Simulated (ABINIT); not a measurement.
TiAl: elastic calculation (part 2 of 2)

TiAl (2 atoms in the cell); Kohn-Sham DFT of a periodic cell, PBEsol, PseudoDojo NC SR PBEsol v0.4.1 standard, no spin polarisation (ABINIT 10.8.3); cutoff 1142.88 eV, 12×12×12 k-mesh, fermi-dirac of 0.2 eV. The structure derives from a Materials Project entry.

Geometry of the input (Å; fractional positions):
```
3.1545  0.0000  0.0000
0.0000  3.1545  0.0000
0.0000  0.0000  3.1545
Ti 0.0000  0.0000  0.0000
Al 0.5000  0.5000  0.5000
```

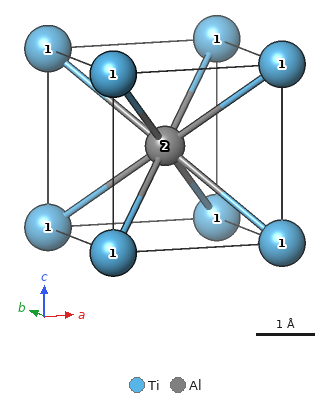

*The input geometry (ball-and-stick view of the cell of the calculation, seen slightly off an axis; atoms are numbered from 1 in the order of the input). An atom can appear more than once, as a periodic image.*

**Log, continued**
```
 The perturbation idir=   2  ipert=   2 is
 symmetric of a previously calculated perturbation.
 So, its SCF calculation is not needed.

 The perturbation idir=   3  ipert=   2 is
 symmetric of a previously calculated perturbation.
 So, its SCF calculation is not needed.

--------------------------------------------------------------------------------
 Perturbation wavevector (in red.coord.)   0.000000  0.000000  0.000000
 Perturbation : displacement of atom   1   along direction   1
 Found     8 symmetries that leave the perturbation invariant.
 symkpt : the number of k-points, thanks to the symmetries,
 is reduced to   196 .

--------------------------------------------------------------------------------

--------------------------------------------------------------------------------

 dfpt_looppert : total number of electrons, from k and k+q
  fully or partially occupied states are    1.500000E+01 and    1.500000E+01.
 Initialisation of the first-order wave-functions :
  ireadwf=   0

--- !BeginCycle
iteration_state: {dtset: 2, }
solver: {iscf: 7, nstep: 80, nline: 4, wfoptalg: 0, }
tolerances: {tolvrs: 1.00E-08, }
...

     iter   2DEtotal(Ha)        deltaE(Ha) residm    vres2
-ETOT  1   4.1003625909723     -3.483E+03 3.590E+01 1.247E+03
 ETOT  2   2.4739778657861     -1.626E+00 6.859E-01 3.079E+00
 ETOT  3   2.4724723820512     -1.505E-03 6.116E-03 9.704E-02
 ETOT  4   2.4724234103035     -4.897E-05 5.913E-04 3.198E-02
 ETOT  5   2.4723981718273     -2.524E-05 5.169E-05 4.595E-05
 ETOT  6   2.4723981565337     -1.529E-08 5.907E-06 1.973E-06
 ETOT  7   2.4723981551331     -1.401E-09 5.036E-07 1.387E-08
 ETOT  8   2.4723981551686      3.547E-11 6.321E-08 1.381E-08
 ETOT  9   2.4723981551017     -6.685E-11 5.228E-09 1.968E-11

 At SCF step    9       vres2   =  1.97E-11 < tolvrs=  1.00E-08 =>converged.
================================================================================

 ----iterations are completed or convergence reached----

 Mean square residual over all n,k,spin=   23.043E-13; max=  52.281E-10

 2DEtotal=    0.2472398155E+01 Ha. Also 2DEtotal=    0.672773811523E+02 eV
    (2DErelax=   -3.4847879589E+03 Ha. 2DEnonrelax=    3.4872603570E+03 Ha)
    (  non-var. 2DEtotal :    2.4723958727E+00 Ha)

--------------------------------------------------------------------------------
 Perturbation wavevector (in red.coord.)   0.000000  0.000000  0.000000
 Perturbation : displacement of atom   2   along direction   1
 Found     8 symmetries that leave the perturbation invariant.
 symkpt : the number of k-points, thanks to the symmetries,
 is reduced to   196 .

--------------------------------------------------------------------------------

--------------------------------------------------------------------------------

 dfpt_looppert : total number of electrons, from k and k+q
  fully or partially occupied states are    1.500000E+01 and    1.500000E+01.
 Initialisation of the first-order wave-functions :
  ireadwf=   0

--- !BeginCycle
iteration_state: {dtset: 2, }
solver: {iscf: 7, nstep: 80, nline: 4, wfoptalg: 0, }
tolerances: {tolvrs: 1.00E-08, }
...

     iter   2DEtotal(Ha)        deltaE(Ha) residm    vres2
-ETOT  1   2.7211218927731     -1.952E+01 1.734E+00 9.553E+02
 ETOT  2   2.4742921679130     -2.468E-01 1.111E-01 5.595E+00
 ETOT  3   2.4724173983986     -1.875E-03 8.414E-04 4.749E-01
 ETOT  4   2.4721075777483     -3.098E-04 8.577E-05 1.754E-02
 ETOT  5   2.4720932521364     -1.433E-05 5.591E-06 7.046E-05
 ETOT  6   2.4720932084310     -4.371E-08 5.174E-07 5.435E-08
 ETOT  7   2.4720932084012     -2.987E-11 5.333E-08 9.237E-10

 At SCF step    7       vres2   =  9.24E-10 < tolvrs=  1.00E-08 =>converged.
================================================================================

 ----iterations are completed or convergence reached----

 Mean square residual over all n,k,spin=   63.955E-12; max=  53.330E-09

 2DEtotal=    0.2472093208E+01 Ha. Also 2DEtotal=    0.672690831299E+02 eV
    (2DErelax=   -1.9769933305E+01 Ha. 2DEnonrelax=    2.2242026513E+01 Ha)
    (  non-var. 2DEtotal :    2.4720934459E+00 Ha)

--------------------------------------------------------------------------------
 Perturbation wavevector (in red.coord.)   0.000000  0.000000  0.000000
 Found    16 symmetries that leave the perturbation invariant.
 symkpt : the number of k-points, thanks to the symmetries,
 is reduced to   196 .

--------------------------------------------------------------------------------

--------------------------------------------------------------------------------

 dfpt_looppert : total number of electrons, from k and k+q
  fully or partially occupied states are    1.500000E+01 and    1.500000E+01.
 Initialisation of the first-order wave-functions :
  ireadwf=   0

--- !BeginCycle
iteration_state: {dtset: 2, }
solver: {iscf: 7, nstep: 80, nline: 4, wfoptalg: 0, }
tolerances: {tolvrs: 1.00E-08, }
...

     iter   2DEtotal(Ha)        deltaE(Ha) residm    vres2
-ETOT  1   39.166211279003     -1.731E+01 2.714E+01 7.797E+04
 ETOT  2   70.085301868904      3.092E+01 7.149E-01 1.571E+05
 ETOT  3  0.72538442140262     -6.936E+01 1.562E-01 1.999E+02
 ETOT  4  0.58648919394646     -1.389E-01 6.527E-03 1.062E+01
 ETOT  5  0.58105270878571     -5.436E-03 7.844E-04 3.550E-02
 ETOT  6  0.58103259517510     -2.011E-05 3.850E-05 4.214E-04
 ETOT  7  0.58103236831858     -2.269E-07 4.627E-06 6.170E-07
 ETOT  8  0.58103236795332     -3.653E-10 4.579E-07 3.622E-09

 At SCF step    8       vres2   =  3.62E-09 < tolvrs=  1.00E-08 =>converged.
================================================================================

 ----iterations are completed or convergence reached----

 Mean square residual over all n,k,spin=   52.626E-11; max=  45.789E-08

 2DEtotal=    0.5810323680E+00 Ha. Also 2DEtotal=    0.158106961858E+02 eV
    (2DErelax=   -5.5890623894E+01 Ha. 2DEnonrelax=    5.6471656262E+01 Ha)
    (  non-var. 2DEtotal :    5.8103088142E-01 Ha)

--------------------------------------------------------------------------------
 Perturbation wavevector (in red.coord.)   0.000000  0.000000  0.000000
 Found    16 symmetries that leave the perturbation invariant.
 symkpt : the number of k-points, thanks to the symmetries,
 is reduced to   196 .

--------------------------------------------------------------------------------

--------------------------------------------------------------------------------

 dfpt_looppert : total number of electrons, from k and k+q
  fully or partially occupied states are    1.500000E+01 and    1.500000E+01.
 Initialisation of the first-order wave-functions :
  ireadwf=   0

--- !BeginCycle
iteration_state: {dtset: 2, }
solver: {iscf: 7, nstep: 80, nline: 4, wfoptalg: 0, }
tolerances: {tolvrs: 1.00E-08, }
...

     iter   2DEtotal(Ha)        deltaE(Ha) residm    vres2
-ETOT  1   39.165060247581     -1.731E+01 2.714E+01 7.797E+04
 ETOT  2   70.082396610449      3.092E+01 7.149E-01 1.571E+05
 ETOT  3  0.72539443677311     -6.936E+01 1.562E-01 1.999E+02
 ETOT  4  0.58649050845997     -1.389E-01 6.527E-03 1.062E+01
 ETOT  5  0.58105271367307     -5.438E-03 7.844E-04 3.549E-02
 ETOT  6  0.58103260516589     -2.011E-05 3.850E-05 4.215E-04
 ETOT  7  0.58103237834526     -2.268E-07 4.627E-06 6.157E-07
 ETOT  8  0.58103237797771     -3.675E-10 4.579E-07 3.625E-09

 At SCF step    8       vres2   =  3.62E-09 < tolvrs=  1.00E-08 =>converged.
================================================================================

 ----iterations are completed or convergence reached----

 Mean square residual over all n,k,spin=   52.803E-11; max=  45.789E-08

 2DEtotal=    0.5810323780E+00 Ha. Also 2DEtotal=    0.158106964586E+02 eV
    (2DErelax=   -5.5890623884E+01 Ha. 2DEnonrelax=    5.6471656262E+01 Ha)
    (  non-var. 2DEtotal :    5.8103088025E-01 Ha)

--------------------------------------------------------------------------------
 Perturbation wavevector (in red.coord.)   0.000000  0.000000  0.000000
 Found    16 symmetries that leave the perturbation invariant.
 symkpt : the number of k-points, thanks to the symmetries,
 is reduced to   196 .

--------------------------------------------------------------------------------

--------------------------------------------------------------------------------

 dfpt_looppert : total number of electrons, from k and k+q
  fully or partially occupied states are    1.500000E+01 and    1.500000E+01.
 Initialisation of the first-order wave-functions :
  ireadwf=   0

--- !BeginCycle
iteration_state: {dtset: 2, }
solver: {iscf: 7, nstep: 80, nline: 4, wfoptalg: 0, }
tolerances: {tolvrs: 1.00E-08, }
...

     iter   2DEtotal(Ha)        deltaE(Ha) residm    vres2
-ETOT  1   39.166213086163     -1.731E+01 2.714E+01 7.797E+04
 ETOT  2   70.085297469883      3.092E+01 7.149E-01 1.571E+05
 ETOT  3  0.72538875184618     -6.936E+01 1.562E-01 1.999E+02
 ETOT  4  0.58649278024747     -1.389E-01 6.527E-03 1.062E+01
 ETOT  5  0.58105627844830     -5.437E-03 7.844E-04 3.550E-02
 ETOT  6  0.58103616437946     -2.011E-05 3.850E-05 4.213E-04
 ETOT  7  0.58103593754056     -2.268E-07 4.627E-06 6.170E-07
 ETOT  8  0.58103593717304     -3.675E-10 4.579E-07 3.619E-09

 At SCF step    8       vres2   =  3.62E-09 < tolvrs=  1.00E-08 =>converged.
================================================================================

 ----iterations are completed or convergence reached----

 Mean square residual over all n,k,spin=   49.069E-11; max=  45.789E-08

 2DEtotal=    0.5810359372E+00 Ha. Also 2DEtotal=    0.158107933092E+02 eV
    (2DErelax=   -5.5890620369E+01 Ha. 2DEnonrelax=    5.6471656307E+01 Ha)
    (  non-var. 2DEtotal :    5.8103445352E-01 Ha)

--------------------------------------------------------------------------------
 Perturbation wavevector (in red.coord.)   0.000000  0.000000  0.000000
 Found     8 symmetries that leave the perturbation invariant.
 symkpt : the number of k-points, thanks to the symmetries,
 is reduced to   301 .

--------------------------------------------------------------------------------

--------------------------------------------------------------------------------

 dfpt_looppert : total number of electrons, from k and k+q
  fully or partially occupied states are    1.500000E+01 and    1.500000E+01.
 Initialisation of the first-order wave-functions :
  ireadwf=   0

--- !BeginCycle
iteration_state: {dtset: 2, }
solver: {iscf: 7, nstep: 80, nline: 4, wfoptalg: 0, }
tolerances: {tolvrs: 1.00E-08, }
...

     iter   2DEtotal(Ha)        deltaE(Ha) residm    vres2
-ETOT  1   4.0142462351878     -2.639E+01 5.068E+00 3.863E+03
 ETOT  2   1.1445851930803     -2.870E+00 2.320E-02 4.471E+02
 ETOT  3  0.59915614524625     -5.454E-01 2.808E-03 3.172E+00
 ETOT  4  0.59670605066876     -2.450E-03 6.241E-05 3.039E-03
 ETOT  5  0.59670300846618     -3.042E-06 8.470E-06 8.095E-06
 ETOT  6  0.59670300647286     -1.993E-09 4.067E-07 5.264E-06
 ETOT  7  0.59670300427537     -2.197E-09 8.381E-08 2.799E-07
 ETOT  8  0.59670300415116     -1.242E-10 4.362E-09 3.298E-11

 At SCF step    8       vres2   =  3.30E-11 < tolvrs=  1.00E-08 =>converged.
================================================================================

 ----iterations are completed or convergence reached----

 Mean square residual over all n,k,spin=   58.192E-13; max=  43.618E-10

 2DEtotal=    0.5967030042E+00 Ha. Also 2DEtotal=    0.162371159201E+02 eV
    (2DErelax=   -2.9810372164E+01 Ha. 2DEnonrelax=    3.0407075168E+01 Ha)
    (  non-var. 2DEtotal :    5.9670308564E-01 Ha)

--------------------------------------------------------------------------------
 Perturbation wavevector (in red.coord.)   0.000000  0.000000  0.000000
 Found     8 symmetries that leave the perturbation invariant.
 symkpt : the number of k-points, thanks to the symmetries,
 is reduced to   301 .

--------------------------------------------------------------------------------

--------------------------------------------------------------------------------

 dfpt_looppert : total number of electrons, from k and k+q
  fully or partially occupied states are    1.500000E+01 and    1.500000E+01.
 Initialisation of the first-order wave-functions :
  ireadwf=   0

--- !BeginCycle
iteration_state: {dtset: 2, }
solver: {iscf: 7, nstep: 80, nline: 4, wfoptalg: 0, }
tolerances: {tolvrs: 1.00E-08, }
...

     iter   2DEtotal(Ha)        deltaE(Ha) residm    vres2
-ETOT  1   4.0142375263507     -2.639E+01 5.068E+00 3.863E+03
 ETOT  2   1.1445815463108     -2.870E+00 2.320E-02 4.471E+02
 ETOT  3  0.59915622601549     -5.454E-01 2.808E-03 3.172E+00
 ETOT  4  0.59670596792438     -2.450E-03 4.756E-05 3.042E-03
 ETOT  5  0.59670292244235     -3.045E-06 7.694E-06 8.104E-06
 ETOT  6  0.59670292045664     -1.986E-09 3.802E-07 5.307E-06
 ETOT  7  0.59670291823833     -2.218E-09 4.553E-08 2.777E-07
 ETOT  8  0.59670291811535     -1.230E-10 2.687E-09 3.292E-11

 At SCF step    8       vres2   =  3.29E-11 < tolvrs=  1.00E-08 =>converged.
================================================================================

 ----iterations are completed or convergence reached----

 Mean square residual over all n,k,spin=   42.841E-13; max=  26.875E-10

 2DEtotal=    0.5967029181E+00 Ha. Also 2DEtotal=    0.162371135789E+02 eV
    (2DErelax=   -2.9810372250E+01 Ha. 2DEnonrelax=    3.0407075168E+01 Ha)
    (  non-var. 2DEtotal :    5.9670299971E-01 Ha)

--------------------------------------------------------------------------------
 Perturbation wavevector (in red.coord.)   0.000000  0.000000  0.000000
 Found     8 symmetries that leave the perturbation invariant.
 symkpt : the number of k-points, thanks to the symmetries,
 is reduced to   301 .

--------------------------------------------------------------------------------

--------------------------------------------------------------------------------

 dfpt_looppert : total number of electrons, from k and k+q
  fully or partially occupied states are    1.500000E+01 and    1.500000E+01.
 Initialisation of the first-order wave-functions :
  ireadwf=   0

--- !BeginCycle
iteration_state: {dtset: 2, }
solver: {iscf: 7, nstep: 80, nline: 4, wfoptalg: 0, }
tolerances: {tolvrs: 1.00E-08, }
...

     iter   2DEtotal(Ha)        deltaE(Ha) residm    vres2
-ETOT  1   4.0142235854263     -2.639E+01 5.068E+00 3.863E+03
 ETOT  2   1.1445789138439     -2.870E+00 2.320E-02 4.471E+02
 ETOT  3  0.59915592301917     -5.454E-01 2.808E-03 3.172E+00
 ETOT  4  0.59670576314255     -2.450E-03 1.135E-04 3.040E-03
 ETOT  5  0.59670272202365     -3.041E-06 1.173E-05 9.096E-06
 ETOT  6  0.59670272066124     -1.362E-09 1.348E-06 7.650E-06
 ETOT  7  0.59670271738783     -3.273E-09 1.039E-07 2.226E-07
 ETOT  8  0.59670271728907     -9.875E-11 1.474E-08 3.351E-11

 At SCF step    8       vres2   =  3.35E-11 < tolvrs=  1.00E-08 =>converged.
================================================================================

 ----iterations are completed or convergence reached----

 Mean square residual over all n,k,spin=   11.773E-12; max=  14.743E-09

 2DEtotal=    0.5967027173E+00 Ha. Also 2DEtotal=    0.162371081142E+02 eV
    (2DErelax=   -2.9810372456E+01 Ha. 2DEnonrelax=    3.0407075174E+01 Ha)
    (  non-var. 2DEtotal :    5.9670281646E-01 Ha)

================================================================================

 ---- first-order wavefunction calculations are completed ----

 ==> Compute Derivative Database <==

  Dynamical matrix, in cartesian coordinates,
   if specified in the inputs, asr has been imposed
     j1       j2             matrix element
  dir pert dir pert     real part    imaginary part

   1    1   1    1         0.0695690746         0.0000000000
   1    1   1    2        -0.0695690746         0.0000000000

   2    1   2    1         0.0695690746         0.0000000000
   2    1   2    2        -0.0695690746         0.0000000000

   3    1   3    1         0.0695690746         0.0000000000
   3    1   3    2        -0.0695690746         0.0000000000

   1    2   1    1        -0.0695690349         0.0000000000
   1    2   1    2         0.0695690349         0.0000000000

   2    2   2    1        -0.0695690349         0.0000000000
   2    2   2    2         0.0695690349         0.0000000000

   3    2   3    1        -0.0695690349         0.0000000000
   3    2   3    2         0.0695690349         0.0000000000

  Rigid-atom elastic tensor , in cartesian coordinates,
     j1       j2             matrix element
  dir pert dir pert     real part    imaginary part

   1    5   1    5         0.0027430010         0.0000000000
   1    5   2    5         0.0046603599         0.0000000000
   1    5   3    5         0.0046603600         0.0000000000

   2    5   1    5         0.0046603599         0.0000000000
   2    5   2    5         0.0027430010         0.0000000000
   2    5   3    5         0.0046603600         0.0000000000

   3    5   1    5         0.0046603598         0.0000000000
   3    5   2    5         0.0046603597         0.0000000000
   3    5   3    5         0.0027430179         0.0000000000

   1    6   1    6         0.0028169882         0.0000000000

   2    6   2    6         0.0028169878         0.0000000000

   3    6   3    6         0.0028169870         0.0000000000

  Internal strain coupling parameters, in cartesian coordinates,
   zero average net force deriv. has been imposed
     j1       j2             matrix element
  dir pert dir pert     real part    imaginary part

  Phonon wavevector (reduced coordinates) :  0.00000  0.00000  0.00000
 Phonon energies in Hartree :
   0.000000E+00  0.000000E+00  0.000000E+00  1.487123E-03  1.487123E-03
   1.487123E-03
 Phonon frequencies in cm-1    :
   0.000000E+00  0.000000E+00  0.000000E+00  3.263858E+02  3.263858E+02
   3.263858E+02

== END DATASET(S) ==============================================================
================================================================================

 -outvars: echo values of variables after computation  --------
            acell      5.9610726750E+00  5.9610726750E+00  5.9610726750E+00 Bohr
           etotal1    -6.1646120172E+01
           etotal2     5.9670271729E-01
            fcart1    -0.0000000000E+00 -0.0000000000E+00 -0.0000000000E+00
                      -0.0000000000E+00 -0.0000000000E+00 -0.0000000000E+00
            fcart2     0.0000000000E+00  0.0000000000E+00  0.0000000000E+00
                       0.0000000000E+00  0.0000000000E+00  0.0000000000E+00
           strten1    -3.6430326717E-05 -3.6430326717E-05 -3.6430326717E-05
                       0.0000000000E+00  0.0000000000E+00  0.0000000000E+00
           strten2     0.0000000000E+00  0.0000000000E+00  0.0000000000E+00
                       0.0000000000E+00  0.0000000000E+00  0.0000000000E+00
           xangst      0.0000000000E+00  0.0000000000E+00  0.0000000000E+00
                       1.5772319050E+00  1.5772319050E+00  1.5772319050E+00
             xred      0.0000000000E+00  0.0000000000E+00  0.0000000000E+00
                       5.0000000000E-01  5.0000000000E-01  5.0000000000E-01
 Calculation completed.
```

**Summary**

| quantity | value |
| --- | --- |
| outcome | converged |
| space group (tolerance 0.01 Å) | Pm-3m (221) |
| electrons treated | 15 |
| free energy | −1677.4764 eV |
| Fermi energy | 9.648 eV |
| gap on the k-point mesh | none (metallic) |
| pressure | 1.07 GPa |
| largest force (length of the vector) | under 0.001 eV/Å |
| wall time | 9.6 min (CPU time 38 min) |
| peak memory | 0.92 GiB |

**Remarks**

Points of doubt noted for this run: cell under stress; k mesh coarse for metal response.
